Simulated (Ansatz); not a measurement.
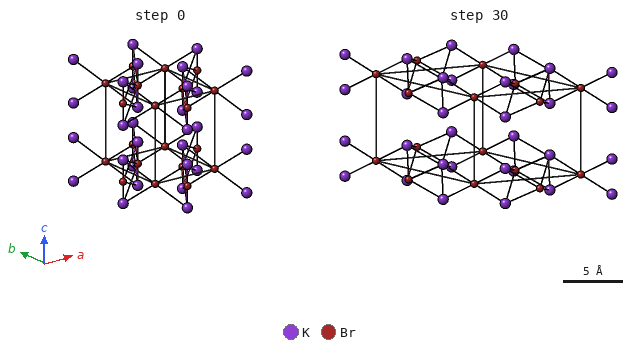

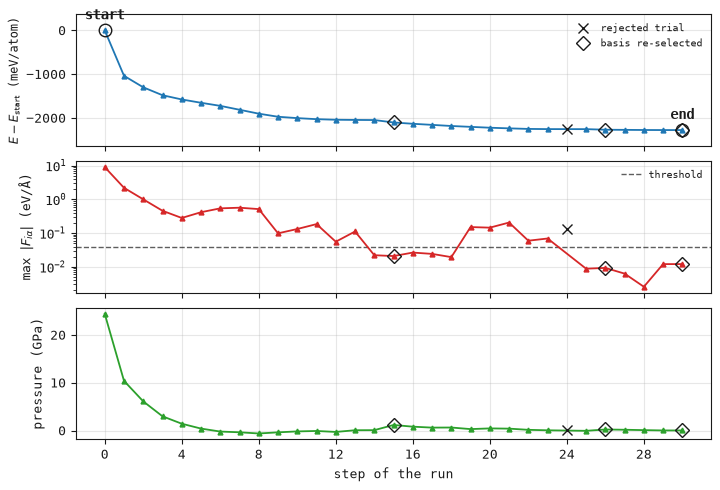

First and last geometry of a relaxation of solid K₄Br₃ (a generated structure, set up in Cmmm) (coarse preliminary run), with the history of the run. Style: ball-and-stick. Shown: the cell of the calculation, from a free direction.

The calculation used Ansatz, DFT PBE, scalar-relativistic, plane waves, PAW. Settings: plane-wave cutoff 420 eV; k-point mesh 4 × 4 × 2; occupations gaussian; smearing width 0.1 eV; no spin polarisation; cell and atoms relaxed; force threshold 0.04 eV/Å; at most 70 steps.

Read the history and describe the run.

It converged. The energy falls by 2276 meV per atom in 26 accepted moves (30 points after the start). The largest force component goes from 9 to 0.012 eV/Å. The pressure goes from 24.41 to 0.02 GPa. The line search rejected the trial step at point 24 of the run. At 3 points the geometry stayed and the basis and grid were re-selected for the new cell (energy shift of 55.1 meV per atom at most each time). The largest moves relative to the cell, 2.62 Å, are those of K atoms. By element the largest moves are K 2.62 Å, Br 0.45 Å. The volume changes by +80.7 %, with a = b 5.723 → 9.329 Å (+63.0 %), c 7.814 → 8.650 Å (+10.7 %), γ 111.8° → 145.2°. Among the contacts that change: Br–Br 2.799 → 5.707 Å, K–K 3.469 → 5.145 Å, Br–K 2.173 → 3.480 Å, K–K 3.317 → 4.476 Å. Among the angles between lasting bonds that change: K–Br–K 179.6° → 60.5°, K–Br–K 56.7° → 82.2°, Br–K–Br 59.6° → 80.7°. The space group stays Cmmm (No. 65). Cost: 2.6 min on 1 thread of AMD EPYC 9R14 (Zen 4), with other jobs on the host, peak memory 0.73 GiB.

Limits of the set-up: the k-point mesh is coarse for a cell with partly filled bands; layers or molecules are held without a dispersion correction, so their spacing is unreliable.
